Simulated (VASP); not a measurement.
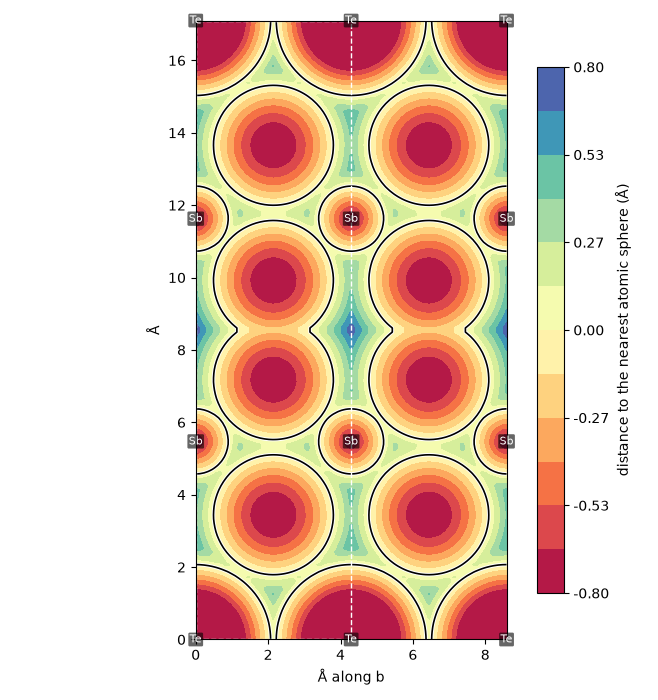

Map of the distance to the nearest atomic sphere in Ge$_{2}$Sb$_{2}$Te$_{5}$ (P-3m1), computed on the section x = 0.000 (parallel to b and c; the dashed line is one cell). The black line marks the spheres' surfaces; positive values are empty space; unlabelled circles belong to atoms above or below the section.

Atoms are hard spheres with Shannon crystal radii (six-coordinate where tabulated): Te 2.07 Å, Sb 0.90 Å, Ge 0.87 Å.

Origin of the cell: a cell listed in the Materials Project, as set up for an electronic-structure calculation.

```cif
data_structure
_symmetry_space_group_name_H-M 'P 1'
_symmetry_Int_Tables_number 1
_cell_length_a 4.2941
_cell_length_b 4.2941
_cell_length_c 17.1013
_cell_angle_alpha 90.000
_cell_angle_beta 90.000
_cell_angle_gamma 120.000
_cell_volume 273.09
loop_
_atom_site_label
_atom_site_type_symbol
_atom_site_fract_x
_atom_site_fract_y
_atom_site_fract_z
_atom_site_occupancy
Te1 Te 0.66667 0.33333 0.41989 1
Te2 Te 0.33333 0.66667 0.58011 1
Te3 Te 0.33333 0.66667 0.20154 1
Te4 Te 0.66667 0.33333 0.79846 1
Te5 Te 0.00000 0.00000 0.00000 1
Sb1 Sb 0.00000 0.00000 0.32007 1
Sb2 Sb 0.00000 0.00000 0.67993 1
Ge1 Ge 0.66667 0.33333 0.10290 1
Ge2 Ge 0.33333 0.66667 0.89711 1
```

Q: Where is the largest hole in this section, and how large is it?

A: At 0.000, 0.000, 0.500 (fractional), where the distance reaches 0.76 Å; it is enclosed by 6 Te in an octahedral arrangement. It is the largest hole of the crystal.

Q: How much of the crystal lies outside the spheres?

A: About 28 % of the cell's volume, and 29 % of this section's area.

Q: What can pass through?

A: The largest sphere that fits anywhere has a diameter of 1.53 Å; the largest that can travel through the crystal, about 0.7 Å.
